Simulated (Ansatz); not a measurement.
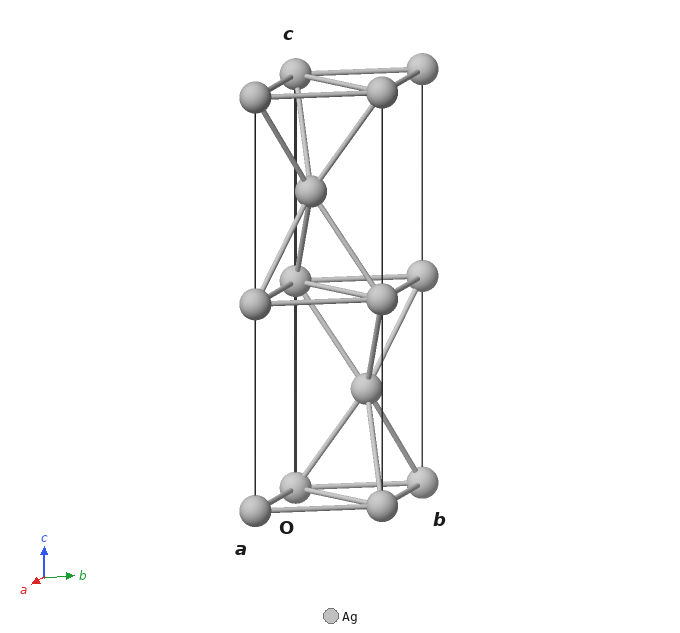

One unit cell is drawn above. Crystal: Ag, the geometry relaxed at fixed volume with Ansatz 0.2.0, DFT PBE, scalar-relativistic, plane waves, PAW. Geometry calculated from the standardised cell; symmetry tolerance 0.002 Å.

```yaml
crystal:
  lattice:
    - [2.84711, 0.00000, 0.00000]
    - [-1.42355, 2.46567, 0.00000]
    - [0.00000, 0.00000, 9.25987]
  atoms:
    - { symbol: Ag, position: [0.33333, 0.66667, 0.25000] }
    - { symbol: Ag, position: [0.66667, 0.33333, 0.75000] }
    - { symbol: Ag, position: [0.00000, 0.00000, 0.00000] }
    - { symbol: Ag, position: [0.00000, 0.00000, 0.50000] }
```

Question: What is its point group?

Answer: 6/mmm (D6h), order 24, hexagonal system: one sixfold axis, six twofold axes, seven mirror planes, an inversion centre.

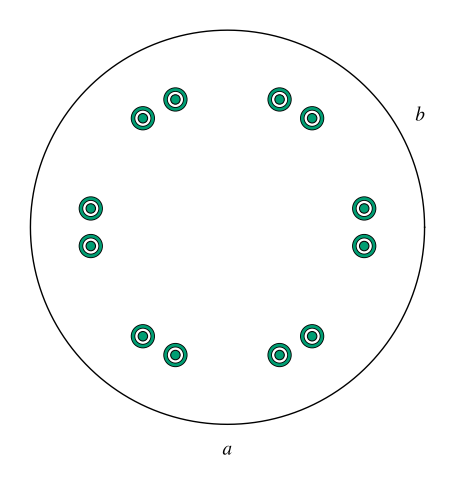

Stereographic projection: filled dots lie in the upper hemisphere, open rings in the lower. The poles are one general form. The c axis points at the viewer.

Question: What does this class allow?

Answer: Class 6/mmm is centrosymmetric, so neither piezoelectric nor pyroelectric; it is not chiral. Its Laue class is 6/mmm.
